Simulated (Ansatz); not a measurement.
## Electronic structure of B₁₉N₁₈ (cell with a defect) in real space

```cif
data_structure
_symmetry_space_group_name_H-M 'P 1'
_symmetry_Int_Tables_number 1
_cell_length_a 7.5365
_cell_length_b 7.5365
_cell_length_c 8.3432
_cell_angle_alpha 90.000
_cell_angle_beta 90.000
_cell_angle_gamma 120.000
_cell_volume 410.40
loop_
_atom_site_label
_atom_site_type_symbol
_atom_site_fract_x
_atom_site_fract_y
_atom_site_fract_z
_atom_site_occupancy
B1 B 0.45637 0.57261 0.71985 1
B2 B 0.12296 0.57236 0.72025 1
B3 B 0.78978 0.57261 0.71971 1
B4 B 0.45629 0.23904 0.72155 1
B5 B 0.12252 0.23890 0.71881 1
B6 B 0.78991 0.23890 0.71873 1
B7 B 0.45647 0.90574 0.71952 1
B8 B 0.12282 0.90573 0.71940 1
B9 B 0.78984 0.90613 0.71976 1
B10 B 0.55555 0.43038 0.28583 1
B11 B 0.22205 0.43037 0.28047 1
B12 B 0.88908 0.43040 0.28043 1
B13 B 0.55736 0.09970 0.27787 1
B14 B 0.22305 0.09969 0.27778 1
B15 B 0.89373 0.10674 0.23880 1
B16 B 0.54917 0.75982 0.27893 1
B17 B 0.22227 0.76377 0.27680 1
B18 B 0.89142 0.75984 0.27889 1
N1 N 0.44423 0.54142 0.28675 1
N2 N 0.11178 0.54281 0.27729 1
N3 N 0.77793 0.54144 0.28655 1
N4 N 0.44483 0.20893 0.28367 1
N5 N 0.11457 0.21116 0.27321 1
N6 N 0.77733 0.21118 0.27330 1
N7 N 0.44496 0.87555 0.27550 1
N8 N 0.11133 0.87554 0.27541 1
N9 N 0.77557 0.87043 0.26218 1
N10 N 0.56744 0.46133 0.72108 1
N11 N 0.23411 0.46134 0.72024 1
N12 N 0.90078 0.46134 0.72012 1
N13 N 0.56746 0.12798 0.72066 1
N14 N 0.23407 0.12797 0.72058 1
N15 N 0.90090 0.12829 0.71445 1
N16 N 0.56721 0.79457 0.71640 1
N17 N 0.23412 0.79467 0.72024 1
N18 N 0.90090 0.79455 0.71612 1
B19 B 0.80564 0.93150 0.07607 1
```

Spin-polarised.

The calculation used Ansatz 0.2.0, DFT PBE, scalar-relativistic, plane waves, PAW.

Core electrons are frozen (PAW), and the valence fields are smoothed inside the atomic spheres.

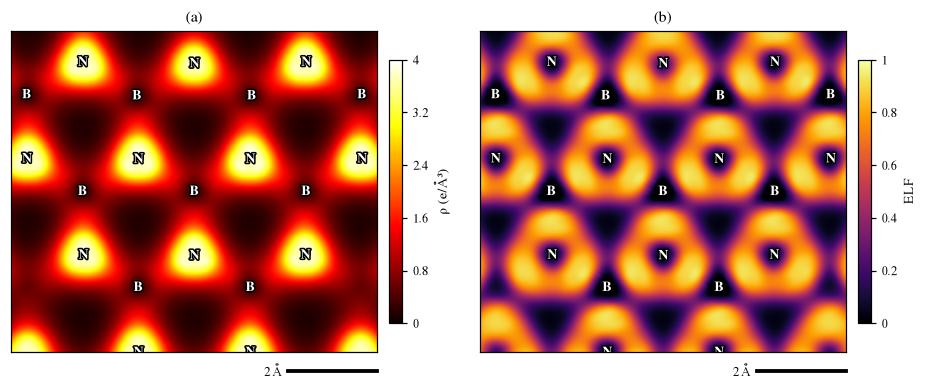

Figure 1. (a) valence charge density (pseudo); (b) electron localisation function on the (001) plane of the calculation cell.

Interpret the plot.

- Atoms in the plane: B and N.
- Atoms just off the plane (B, 0.4 Å away) can leave unmarked features too.
- B–N (1.43 Å): the density is about 1.9 e/Å³ at the midpoint; the ELF peaks at about 0.90 between the atoms; a polar covalent bond.
- B–N (1.45 Å): the density is about 1.8 e/Å³ at the midpoint; the ELF peaks at about 0.95 between the atoms, as expected for a shared but strongly polarised pair.
- Between the atoms the lowest density in this plane is 0.12 e/Å³.

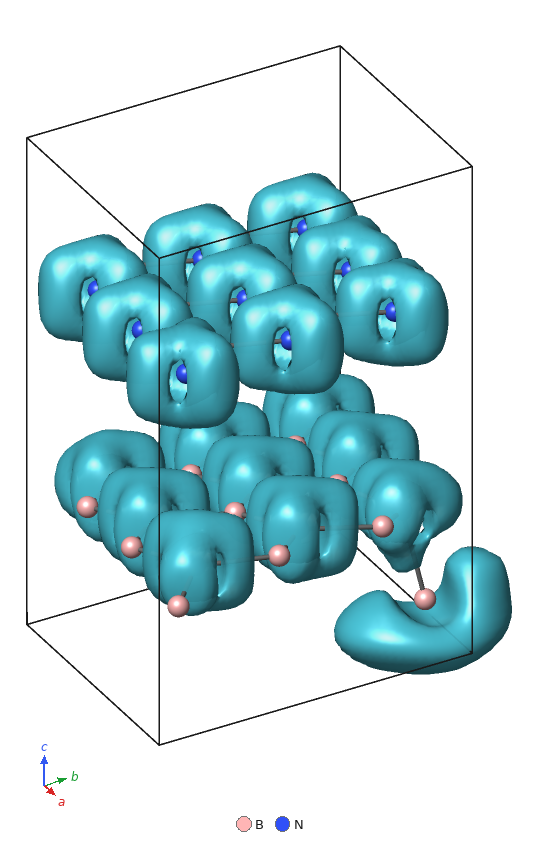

Figure 2. Isosurface of the ELF at 0.75 (cyan), seen slightly off an axis. Only the valence region is drawn (cores and ρ < 0.01 e/Å³ removed). Sticks mark near contacts.

Describe the localisation domains.

At this value the surface marks out one region on B in which the atom's valence shell and bonds are merged and 18 regions on N in which the atom's valence shell and bonds are merged, counted in one cell of 37 atoms. Any copies at cell faces, edges or corners count once. Profiles from the grid: B–B (1.78 Å): the ELF peaks at about 0.80 between the atoms (a shared electron pair).

Does the calculation give a band gap?

It is gapped, with a Kohn–Sham gap of 1.1 eV on the k-point mesh (the band edges may lie off the mesh, which would make the gap smaller).
